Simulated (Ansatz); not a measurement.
# Two runs on Si

System: Si (Fd-3m, 2 atoms in the cell).
Method of run A: DFT LDA, scalar-relativistic, plane waves, PAW, no spin polarisation (Ansatz 0.2.0).

The structure derives from a Materials Project entry. Text and figures count atoms from 1; the logs count them from 0 in places.

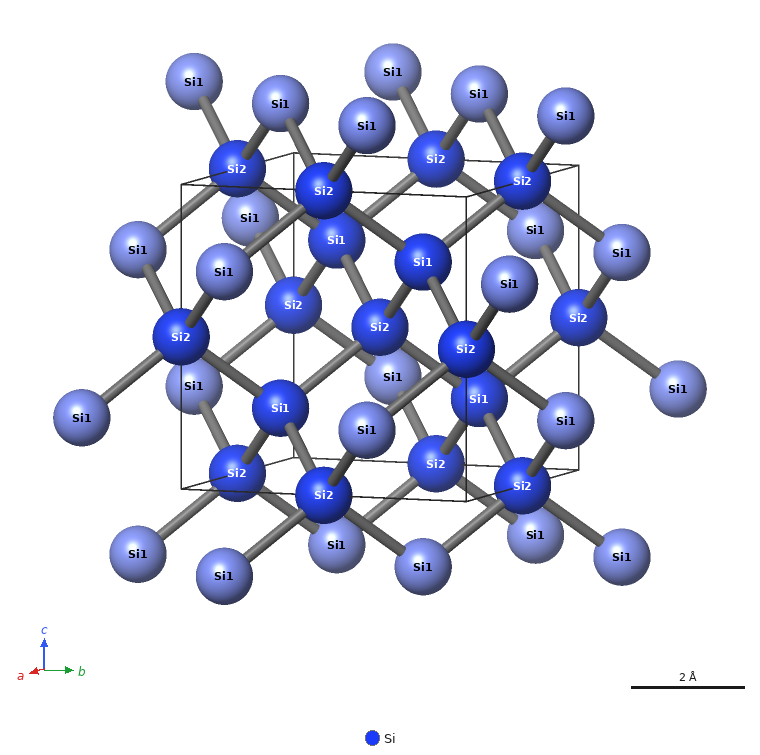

The input geometry (ball-and-stick view of the cell 4 times as large as that of the calculation, set on its symmetry axes, seen slightly off an axis; neighbours outside the cell are drawn fainter; atoms are numbered from 1 in the order of the input).

### The input, run A
```yaml
crystal:
  lattice:
    - [0.0, 2.72185119, 2.72185119]
    - [2.72185119, 0.0, 2.72185119]
    - [2.72185119, 2.72185119, 0.0]
  atoms:
    - { symbol: Si, position: [0.75, 0.75, 0.75] }
    - { symbol: Si, position: [0.5, 0.5, 0.5] }
basis:
  ecutwfc: 420
kpoints:
  mp_grid: { grid: [8, 8, 8] }
hamiltonian:
  xc: lda
scf:
  occupations: { method: gaussian, width: 0.02 }
output:
  forces: true
  stress: true
  eigenvalues: true
relax:
  adjacent_minimum: "off"
  f_tol: 0.005
  max_steps: 80
  cell: { stress_tol: 0.05 }
```

Launched with:
```bash
ansatz run input.yaml --threads 4 --pin off --max-ram 8192MiB --backend cpu --events-out ev --progress --plain --runs-dir out
```

Hardware: 4 threads of Intel Xeon @ 2.10GHz (Emerald Rapids), 189 GiB of memory available, shared host.

### Output, shortened to warnings, some set-up lines, iterations and results (run A)
```
Basis set: ecut = 420 eV, 749 PW (Γ)
Symmetry: 48 space group operations
k-points: 29 of 512
Initial density: superposition of atomic densities (neutral atoms: chi_scale 0, normalization atom), corrected by the library's trained network
[...]
SCF iter   1: F=—  HF=-1217.286885 eV  |F-HF|=—  |Δ(HF+E_count)|=         —  Δρ=4.26e-3  dr2=4.35e-3  ethr=1.77e-3  ⟨swp⟩=6.2  Hψ=2110  notcnv=0
SCF iter   2: F=—  HF=-1217.286363 eV  |F-HF|=—  |Δ(HF+E_count)|=   5.22e-4  Δρ=1.97e-3  dr2=9.21e-4  ethr=5.44e-5  ⟨swp⟩=2.1  Hψ=539  notcnv=0
SCF iter   3: F=—  HF=-1217.286197 eV  |F-HF|=—  |Δ(HF+E_count)|=   1.66e-4  Δρ=8.31e-5  dr2=2.71e-6  ethr=1.15e-5  ⟨swp⟩=1.2  Hψ=244  notcnv=0
SCF iter   4: F=—  HF=-1217.286199 eV  |F-HF|=—  |Δ(HF+E_count)|=   1.63e-6  Δρ=2.88e-5  dr2=3.78e-7  ethr=3.39e-8  ⟨swp⟩=2.1  Hψ=348  notcnv=0
SCF iter   5: F=-1217.286199 eV  HF=-1217.286199 eV  |F-HF|=8.45e-9  |Δ(HF+E_count)|=   1.39e-7  Δρ=8.08e-6  dr2=1.96e-8  ethr=4.72e-9  ⟨swp⟩=2.0  Hψ=348  notcnv=0
[... 15 lines ...]
SCF iter   2: F=—  HF=-1217.292355 eV  |F-HF|=—  |Δ(HF+E_count)|=   1.01e-7  Δρ=1.32e-5  dr2=2.16e-8  ethr=1.14e-9  ⟨swp⟩=1.2  Hψ=238  notcnv=0
SCF iter   3: F=—  HF=-1217.292355 eV  |F-HF|=—  |Δ(HF+E_count)|=   1.36e-8  Δρ=3.85e-7  dr2=2.29e-11  ethr=2.69e-10  ⟨swp⟩=1.0  Hψ=234  notcnv=0
SCF iter   4: F=-1217.292355 eV  HF=-1217.292355 eV  |F-HF|=2.27e-13  |Δ(HF+E_count)|=  3.43e-11  Δρ=7.77e-8  dr2=7.25e-13  ethr=1.00e-12  ⟨swp⟩=6.3  Hψ=1026  notcnv=0
SCF 4 converged in 4 iterations: F = -1217.292355 eV  dr2 = 7.25e-13
relax step   4: F+E_penalty+E_count = -1217.29235526 eV  Δ(F+E_penalty+E_count) = +2.374e-4 eV  max|allowed force component| = 9.714e-17 eV/Å  Δτ_max = 0.0000 Å  P = +0.012 …
basis re-selected at this cell: Δ(F+E_penalty+E_count) = +2.374e-4 eV, ΔP = -0.008 GPa vs the last step (what re-selecting the basis moved, of the pressure what is left beyond the Pulay correction that the steps carried, after the strain that the cell walked since its last selection, with what the …
SCF converged after 4 iterations
Free energy (F): -1217.292355 eV
Harris-Foulkes:  -1217.292355 eV  (|F-HF|=2.27e-13)
Internal energy: -1217.292355 eV  (E = F + TS)
E sigma→0 (E₀):  -1217.292355 eV
Fermi energy:    6.465677 eV
--- Per-component energies (eV) ---
  E_band       = 8.809583
  E_kinetic    = 81.489061
  E_local      = -55.931839  (includes V_loc(G=0)·N_el)
  E_nonlocal   = 54.261932
  E_hartree    = 14.698963
  E_xc         = -109.860479
  E_vxc        = -94.576196  (∫ρ·V_xc dr)
  E_paw        = -972.370245  (= ΣΔE_a)
  E_vpaw       = -5.831314  (= ΣTr[D̂ρ^β])
  E_aug_tail   = 0.000011  (compensation charges beyond the density's cutoff)
  E_ewald      = -229.748421
  E_core_change = 0.168661  (= ΣΔE_core)
  E_smearing   = -0.000000  (= −TS)
  E_closure    = 0.000000  (closes the sum)
  Σ components = -1217.292355   (vs F -1217.292355, Δ=0.00e0)
--- Forces (eV/Å), atoms counted from 1 ---
  atom   1  Si     0.00000000     0.00000000     0.00000000
  atom   2  Si    -0.00000000    -0.00000000    -0.00000000
  max |Σ_I F_I| component: 4.63e-17 eV/Å
--- Stress (GPa, compression-positive) ---
        0.011641       0.000000       0.000000
        0.000000       0.011641       0.000000
        0.000000      -0.000000       0.011641
  P = ⅓ Tr σ = 0.0116 GPa (0.116 kbar)
--- Relaxed structure (3 steps of the walk, 3 accepted, 1 SCFs on fresh bases) ---
  F+E_penalty+E_count = -1217.29235526 eV   max|allowed force component| = 9.714e-17 eV/Å   (the final SCF, on the basis selected at the relaxed cell)
  cell:  # Å, volume = 39.4085 Å³
    - [9.012439283184075e-34, 2.7009711438533186, 2.7009711438533186]
    - [2.7009711438533186, 1.630519050526589e-33, 2.7009711438533186]
    - [2.7009711438533186, 2.7009711438533186, 1.764272566390098e-33]
  atoms:
    - { symbol: Si, position: [0.7500000000000001, 0.7500000000000001, 0.7500000000000001] }
    - { symbol: Si, position: [0.5, 0.5, 0.5] }
```

For run B the input was changed thus:
```diff
-  ecutwfc: 420
+  ecutwfc: "29.4 Ry"
+  ecutrho_ratio: 12
+  initial_density: { chi_scale: 0.0 }
```

What does this change do to the results?

The free energy of run B is 0.6 meV per atom higher, which comes mainly from the change of cutoff or grids; a solver setting shouldn't move a converged energy. More plane waves can only lower the energy of a fixed Hamiltonian, so the higher cutoff gives the lower value. The number of SCF iterations is the same.

### Output, shortened to warnings, some set-up lines, iterations and results (run B)
```
Warning: basis.ecutwfc = 400.00737781602356 eV is below the records' recommended 420 eV, and the density's cutoff is lower with it unless basis.ecutrho_ratio is high enough to keep the records' density cutoff: compare with a run at a higher cutoff
Basis set: ecut = 400.00737781602356 eV, 725 PW (Γ)
Symmetry: 48 space group operations
k-points: 29 of 512
Initial density: superposition of atomic densities (chi_scale 0, normalization cell)
[...]
SCF iter   1: F=—  HF=-1217.540157 eV  |F-HF|=—  |Δ(HF+E_count)|=         —  Δρ=4.56e-2  dr2=8.01e-1  ethr=3.10e-3  ⟨swp⟩=6.1  Hψ=2072  notcnv=0
SCF iter   2: F=—  HF=-1217.315676 eV  |F-HF|=—  |Δ(HF+E_count)|=   2.24e-1  Δρ=1.90e-2  dr2=1.15e-1  ethr=3.10e-3  ⟨swp⟩=2.8  Hψ=644  notcnv=0
SCF iter   3: F=—  HF=-1217.285046 eV  |F-HF|=—  |Δ(HF+E_count)|=   3.06e-2  Δρ=1.76e-3  dr2=8.13e-4  ethr=1.44e-3  ⟨swp⟩=2.6  Hψ=374  notcnv=0
SCF iter   4: F=—  HF=-1217.284935 eV  |F-HF|=—  |Δ(HF+E_count)|=   1.11e-4  Δρ=7.97e-5  dr2=1.87e-6  ethr=1.02e-5  ⟨swp⟩=2.9  Hψ=407  notcnv=0
SCF iter   5: F=—  HF=-1217.284937 eV  |F-HF|=—  |Δ(HF+E_count)|=   1.62e-6  Δρ=1.36e-5  dr2=4.07e-8  ethr=1.25e-9  ⟨swp⟩=6.8  Hψ=1391  notcnv=0
[... 15 lines ...]
SCF iter   2: F=—  HF=-1217.291081 eV  |F-HF|=—  |Δ(HF+E_count)|=   2.78e-6  Δρ=1.70e-5  dr2=2.60e-8  ethr=1.38e-9  ⟨swp⟩=1.1  Hψ=235  notcnv=0
SCF iter   3: F=—  HF=-1217.291081 eV  |F-HF|=—  |Δ(HF+E_count)|=   2.84e-8  Δρ=4.86e-7  dr2=3.00e-11  ethr=3.25e-10  ⟨swp⟩=1.1  Hψ=238  notcnv=0
SCF iter   4: F=-1217.291081 eV  HF=-1217.291081 eV  |F-HF|=1.59e-12  |Δ(HF+E_count)|=  1.34e-11  Δρ=8.03e-8  dr2=5.95e-13  ethr=1.00e-12  ⟨swp⟩=6.2  Hψ=1008  notcnv=0
SCF 4 converged in 4 iterations: F = -1217.291081 eV  dr2 = 5.95e-13
relax step   4: F+E_penalty+E_count = -1217.29108094 eV  Δ(F+E_penalty+E_count) = +4.998e-4 eV  max|allowed force component| = 5.320e-17 eV/Å  Δτ_max = 0.0000 Å  P = +0.004 …
basis re-selected at this cell: Δ(F+E_penalty+E_count) = +4.998e-4 eV, ΔP = -0.016 GPa vs the last step (what re-selecting the basis moved, of the pressure what is left beyond the Pulay correction that the steps carried, after the strain that the cell walked since its last selection, with what the …
SCF converged after 4 iterations
Free energy (F): -1217.291081 eV
Harris-Foulkes:  -1217.291081 eV  (|F-HF|=1.59e-12)
Internal energy: -1217.291081 eV  (E = F + TS)
E sigma→0 (E₀):  -1217.291081 eV
Fermi energy:    6.464304 eV
--- Per-component energies (eV) ---
  E_band       = 8.801692
  E_kinetic    = 81.480918
  E_local      = -55.936534  (includes V_loc(G=0)·N_el)
  E_nonlocal   = 54.261115
  E_hartree    = 14.700326
  E_xc         = -109.858339
  E_vxc        = -94.573620  (∫ρ·V_xc dr)
  E_paw        = -972.369725  (= ΣΔE_a)
  E_vpaw       = -5.830841  (= ΣTr[D̂ρ^β])
  E_aug_tail   = 0.000000  (compensation charges beyond the density's cutoff)
  E_ewald      = -229.737504
  E_core_change = 0.168661  (= ΣΔE_core)
  E_smearing   = -0.000000  (= −TS)
  E_closure    = 0.000000  (closes the sum)
  Σ components = -1217.291081   (vs F -1217.291081, Δ=0.00e0)
--- Forces (eV/Å), atoms counted from 1 ---
  atom   1  Si     0.00000000     0.00000000     0.00000000
  atom   2  Si    -0.00000000    -0.00000000    -0.00000000
  max |Σ_I F_I| component: 5.20e-17 eV/Å
--- Stress (GPa, compression-positive) ---
        0.003813       0.000000       0.000000
        0.000000       0.003813       0.000000
       -0.000000      -0.000000       0.003813
  P = ⅓ Tr σ = 0.0038 GPa (0.038 kbar)
--- Relaxed structure (3 steps of the walk, 3 accepted, 1 SCFs on fresh bases) ---
  F+E_penalty+E_count = -1217.29108094 eV   max|allowed force component| = 5.320e-17 eV/Å   (the final SCF, on the basis selected at the relaxed cell)
  cell:  # Å, volume = 39.4141 Å³
    - [3.5030682726157285e-35, 2.701099493928946, 2.701099493928946]
    - [2.701099493928946, 8.916901057567284e-34, 2.701099493928946]
    - [2.701099493928946, 2.701099493928946, 1.082766556990313e-34]
  atoms:
    - { symbol: Si, position: [0.75, 0.75, 0.75] }
    - { symbol: Si, position: [0.5, 0.5, 0.5] }
```

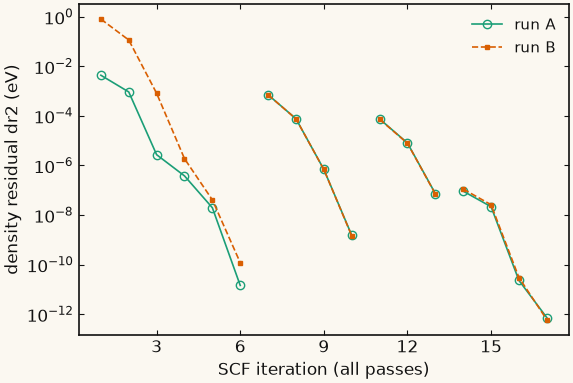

Convergence of the two runs: density residual dr2 against the SCF iteration. A break in a curve parts two SCF passes. Run A takes 17 iterations in all, and run B takes 17.

### The two runs side by side

```csv
quantity,run A,run B
outcome,converged,converged
free energy per atom (eV),−608.6462,−608.6455
gap on the mesh (eV),0.49,0.49
pressure (GPa),0.01,0.00
largest force (eV/Å),0.000,0.000
SCF iterations,17,17
irreducible k-points,29,29
wall time (shared host),2.4 s,3.1 s
```

For run B: These settings are looser than, or depart from, a standard set-up, so the numbers are not reference values for this system. Warnings: the cutoff is below the recommended one.
